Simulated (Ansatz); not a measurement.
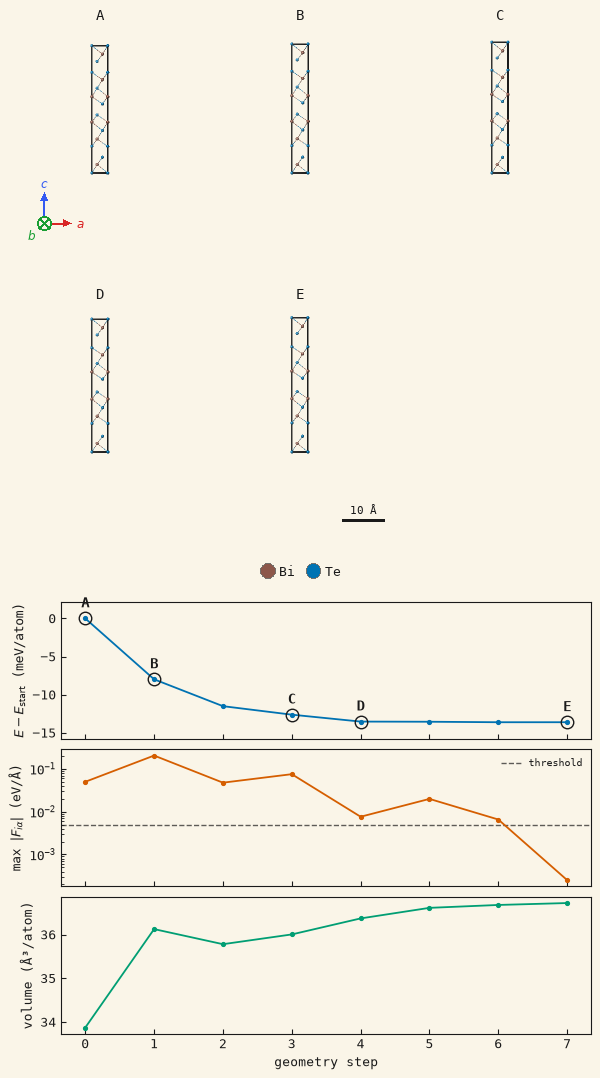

Frames of a relaxation of a crystal of Bi2Te3 (set up in R-3m), marked on the history of the run. The picture is a ball-and-stick view of the conventional cell (3 times the calculation's cell), seen along the b axis. Lengths and directions refer to the drawn axes.

Computed with DFT PBE, scalar-relativistic, plane waves, PAW (Ansatz 0.2.0). Settings: plane-wave cutoff 420 eV; k-point mesh 12 × 12 × 12; occupations gaussian; smearing width 0.01 eV; no spin polarisation; cell and atoms relaxed; force threshold 0.005 eV/Å; at most 80 steps.

Describe the path.

Answer. The run was cut off at its time limit before the program reported convergence, but its last step already meets the force threshold: the largest component is 0.00025 eV/Å against 0.005 eV/Å. The pressure is within 0.01 GPa of its target. The largest moves relative to the cell, 0.21 Å, are those of Te atoms. Largest moves by element: Te 0.21 Å, Bi 0.09 Å. Cell: a = b 4.386 → 4.447 Å (+1.4 %), c 30.497 → 32.169 Å (+5.5 %). Volume +8.4 %. Among the contacts that change: Bi–Te 3.247 → 3.288 Å, Bi–Te 3.074 → 3.089 Å. The space group stays R-3m (No. 166). Over 7 geometry steps the energy falls by 13.6 meV per atom. Largest force component: 0.05 eV/Å at the start, 0.00025 eV/Å at the end. The pressure goes from 1.90 to 0.01 GPa. From step 0 to 1: Te atoms move most (0.04 Å), volume +6.7 %, energy −8.0 meV per atom. From step 1 to 3: Te atoms move most (0.08 Å), volume −0.3 %, energy −4.6 meV per atom. From step 3 to 4: Te atoms move most (0.06 Å), volume +1.0 %, energy −0.9 meV per atom. From step 4 to 7: Te atoms move most (0.04 Å), volume +1.0 %, energy −0.1 meV per atom.

```tsv
step	E − E(0), meV/atom	largest force component, eV/Å	pressure, GPa	volume, Å³/atom
0	0.00	0.0499	1.90	33.871
1	-7.99	0.2048	-0.80	36.125
2	-11.51	0.0476	-0.01	35.780
3	-12.62	0.0752	-0.06	36.003
4	-13.53	0.0076	0.08	36.370
5	-13.55	0.0199	-0.08	36.611
6	-13.61	0.0066	0.00	36.677
7	-13.61	0.0003	0.01	36.721
```
